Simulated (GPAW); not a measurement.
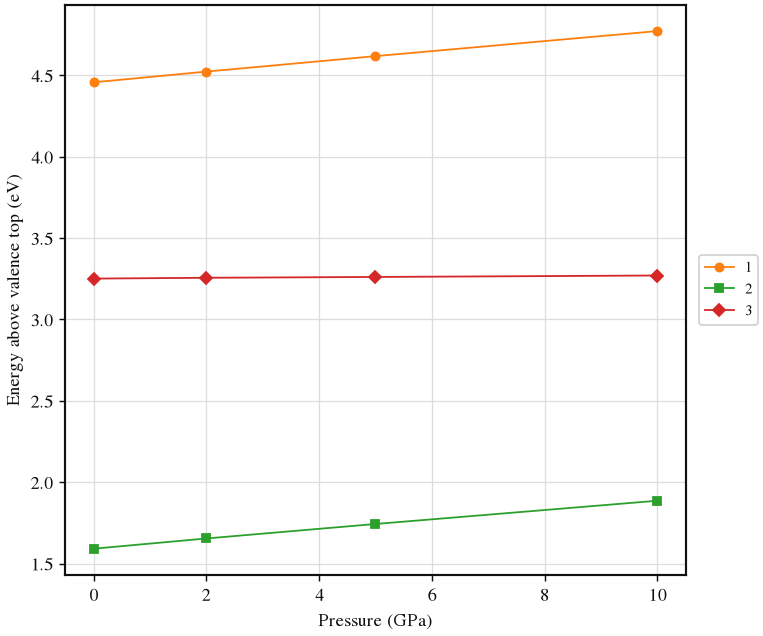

Lowest conduction level at each named k point, counted from the valence-band top at Γ. The curves are numbered.

System: zincblende GaN, space group F-43m, 2 atoms in the primitive cell. Cell and atoms are relaxed at each pressure; at 0 GPa, cubic a = 4.553 Å. GPAW 26.7.0; PBEsol, PAW data sets generated in the run's folder for this functional, no spin polarisation, no spin-orbit coupling, 10×10×10 k mesh, 800 eV cutoff.

Which curve belongs to which k point: L, X and Γ?

1 is L; 2 is Γ; 3 is X. Γ rises by 0.30 eV, X stays within 0.02 eV and L rises by 0.31 eV.

Which of these conduction levels is lowest, and does that change?

The lowest is the one at Γ, over the whole range, so among these points the gap stays direct.

Later steps reuse the first step's grids. LDA, GGA and most meta-GGA functionals understate gaps. The usual form of GaN is wurtzite. The potentials hold the d shell of Ga in the core, which widens gaps.
